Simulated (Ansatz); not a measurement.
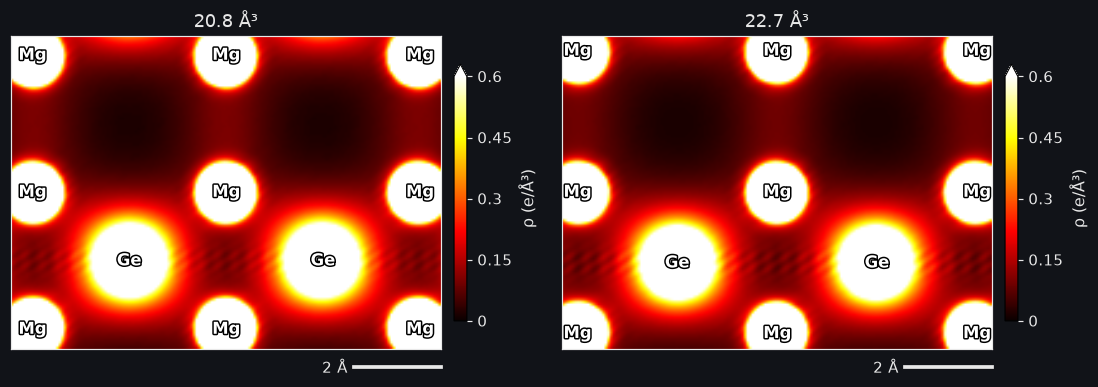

Mg₂Ge. The valence charge density (pseudo) of cells scaled evenly to different volumes (given per atom above each panel), on the (101̄) plane of each (indices in the axes of the cell below), at one length scale and on one colour scale.

Method: DFT PBE, scalar-relativistic, plane waves, PAW (Ansatz).

Core electrons are frozen (PAW), and the valence fields are smoothed inside the atomic spheres.

The largest cell:

```
Mg Ge
1.0
     0.00000    3.24275    3.24275
     3.24275    0.00000    3.24275
     3.24275    3.24275    0.00000
Mg Ge
2 1
Direct
  0.25000 0.25000 0.25000
  0.75000 0.75000 0.75000
  0.00000 0.00000 0.00000
```

| volume (Å³/atom) | Mg–Ge contact in the plane (Å) | ρ at its midpoint (e/Å³) | pressure (GPa) | 
| --- | --- | --- | --- |
| 20.75 | 2.724 | 0.242 | 3.5 | 
| 22.07 | 2.781 | ? | ? | 
| 22.73 | 2.808 | 0.216 | −1.4 | 

Q: Estimate the missing row, and compare with the calculation.

A: Over the known rows ln ρ falls by 1.35 per Å of Mg–Ge distance (the line through the two), which gives 0.224 e/Å³ at 2.781 Å; the calculation gives 0.224 e/Å³. For the pressure, a straight line in volume between the neighbouring rows gives 0.2 GPa; the calculation gives 0.0.
